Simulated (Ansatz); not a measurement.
```
Mg Se
1.0
     8.77117    0.00000    0.00000
     0.00000   11.04738    0.00000
     0.00000    0.00000    3.26443
Mg Se
6 8
Direct
  0.25000 0.75000 0.50000
  0.75000 0.25000 0.50000
  0.25000 0.25000 0.50000
  0.75000 0.75000 0.50000
  0.00000 0.00000 0.00000
  0.50000 0.50000 0.00000
  0.24738 0.00000 0.50000
  0.74738 0.50000 0.50000
  0.25262 0.50000 0.50000
  0.75262 0.00000 0.50000
  0.00000 0.24648 0.00000
  0.50000 0.74648 0.00000
  0.00000 0.75352 0.00000
  0.50000 0.25352 0.00000
```

Space group Cmmm; a generated structure, not necessarily the stable one.

These are results of DFT PBE, scalar-relativistic, plane waves, PAW in Ansatz 0.2.0, not measurements.

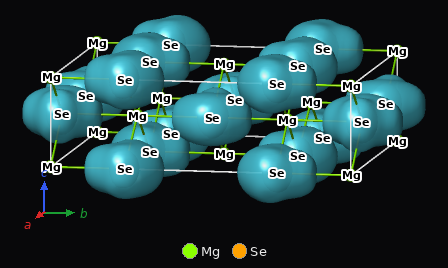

Mg$_{3}$Se$_{4}$. Isosurface of the ELF at 0.7 (cyan), seen slightly off an axis. Only the valence region is drawn (cores and ρ < 0.01 e/Å³ removed). Sticks mark near contacts.

### What do the ELF domains correspond to?

The ELF exceeds this value in eight regions wrapped around Se (the valence shell of each), counted in one cell of 14 atoms. Any copies at cell faces, edges or corners count once. Along the contacts the grid gives the following. Mg–Se (2.72 Å): the ELF is about 0.75 at the midpoint. Mg–Se (2.76 Å): the ELF is about 0.80 at the midpoint.

### Does the calculation make it a metal, or give it a gap?

It is gapless in this calculation (a metal or semimetal).
